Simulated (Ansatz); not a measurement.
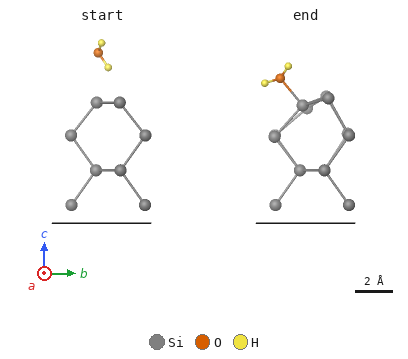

The structure of a slab of composition Si16H2O (cut from the Fd-3m phase) before (left) and after (right) a constrained relaxation, at one scale.

Style: ball-and-stick. Shown: the cell of the calculation, outlined in the plane, without the vacuum (origin shifted), along the a axis.

Case: 1 H2O a cell, tilted, over a bridge Si-Si site. The slab is the (1 1 0) face of Si with H2O on it. 8 atoms are held fixed.

The calculation used DFT PBE+D3(BJ), scalar-relativistic, plane waves, PAW (Ansatz 0.2.0). (plane-wave cutoff 420 eV; k-point mesh 2 × 3 × 1; occupations gaussian; smearing width 0.05 eV; no spin polarisation; dipole correction; atoms relaxed in a fixed cell; force threshold 0.04 eV/Å; at most 100 steps)

Question: What changed between the two?

Answer: The atom that moves furthest is an H atom (3.35 Å at 48° to the normal (−c side)). Largest moves by element: H 3.35 Å, O 2.34 Å, Si 0.46 Å. The cell doesn't change. Some distances before and after: O–Si 2.961 → 1.966 Å, Si–Si 2.298 → 2.373 Å, Si–Si 2.298 → 2.351 Å, Si–Si 2.370 → 2.324 Å. New bonds form: O–Si (2.96 → 1.97 Å). Among the angles between lasting bonds that change: Si–Si–Si 109.9° → 88.6°, Si–Si–Si 109.9° → 91.8°, Si–Si–Si 109.9° → 123.3°. The energy falls by 1.214 eV per cell of the calculation in 33 accepted moves (35 points after the start). The largest force component goes from 0.73 to 0.032 eV/Å. The line search rejected the trial steps at points 31, 33 of the run. The run may lie on a higher electronic state than the lowest, so the end point isn't shown to be the ground-state structure. The run took 9.8 min on 2 threads of Arm Neoverse V1 (shared host), peak memory 1.1 GiB.

Limits of the set-up: the periodic images lie only 5.4 Å apart, so the values are limited by the cell's size.
